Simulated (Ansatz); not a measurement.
Consider SrTiO$_{3}$.

Space group I4/mcm; the calculation finds a residual pressure of about 7 GPa at this fixed cell. Effective Hubbard U: 4.0 eV on Ti d.

The calculation's input:

```
crystal:
  lattice:
    - [-2.7555, 2.7555, 3.898]
    - [2.7555, -2.7555, 3.898]
    - [2.7555, 2.7555, -3.898]
  atoms:
    - { symbol: Sr, position: [0.75, 0.25, 0.5] }
    - { symbol: Sr, position: [0.25, 0.75, 0.5] }
    - { symbol: Ti, position: [0.0, 0.0, 0.0] }
    - { symbol: Ti, position: [0.5, 0.5, 0.0] }
    - { symbol: O, position: [0.25, 0.25, 0.0] }
    - { symbol: O, position: [0.75, 0.75, 0.0] }
    - { symbol: O, position: [0.7451, 0.2451, 0.9902] }
    - { symbol: O, position: [0.2451, 0.2549, 0.5] }
    - { symbol: O, position: [0.2549, 0.7549, 0.0098] }
    - { symbol: O, position: [0.7549, 0.7451, 0.5] }
basis:
  ecutwfc: 420
  fft_grid_basis: typed
kpoints:
  mp_grid: { grid: [6, 6, 6] }
hamiltonian:
  xc: pbe
  hubbard: { sites: [{ species: Ti, l: d, u_eff: 4.0 }] }
scf:
  occupations: { method: gaussian, width: 0.05 }
output:
  forces: true
  stress: true
  eigenvalues: true
  bader: true
  write_density: true
  volumetric_format: npy
  elf: true
```

Command:

```sh
ansatz run input.yaml --threads 2 --pin off --max-ram 4096MiB --backend cpu --events-out ev --progress --plain --runs-dir out
```

The picture shows the conventional cell (a = 5.51 Å, b = 5.51 Å, c = 7.80 Å, α = 90.00°, β = 90.00°, γ = 90.00°).

All numbers below come from DFT PBE+U, scalar-relativistic, plane waves, PAW (Ansatz 0.2.0).

What will a map of ρ − Σ ρ(atoms) show?

Answer. O–Ti (1.95 Å): Δρ is +0.1 e/Å³ at the midpoint (inside or at the edge of a masked core, so read it with care).
- O–Sr (2.73 Å): Δρ is −0.013 e/Å³ at the midpoint, so little or no bond charge builds up halfway.
- Sr–Ti (3.38 Å): Δρ is −0.04 e/Å³ at the midpoint.
- Over the whole cell, outside the masked cores, the largest gain lies at the edge of the masked core of O, and the largest loss lies at the edge of the masked core of Ti.
- The rearranged charge, half the integral of |Δρ|, is about 0.28 e an atom.
- Bader charges: Sr +1.58, Ti +2.37 and O −1.32 e.

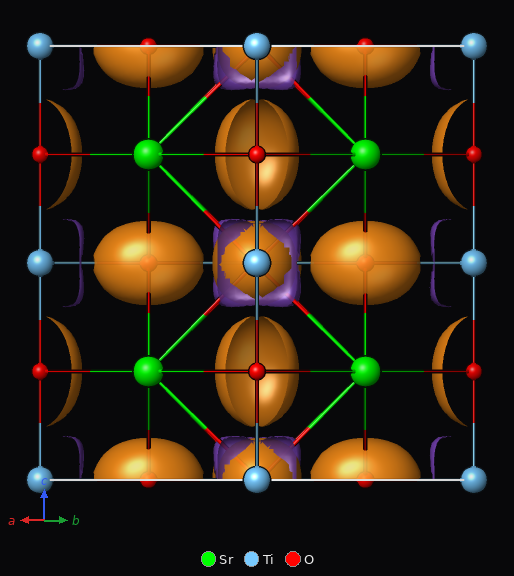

Computed deformation density: orange surfaces at +0.08 and purple ones at −0.08 e/Å³, in the conventional cell seen along [110] (the regions close to the nuclei are left out).

Cores are masked to 1.0 Å (Sr), 1.0 Å (Ti) and 0.6 Å (O).

In a PAW calculation such maps are meaningful between the atoms, not at the nuclei.
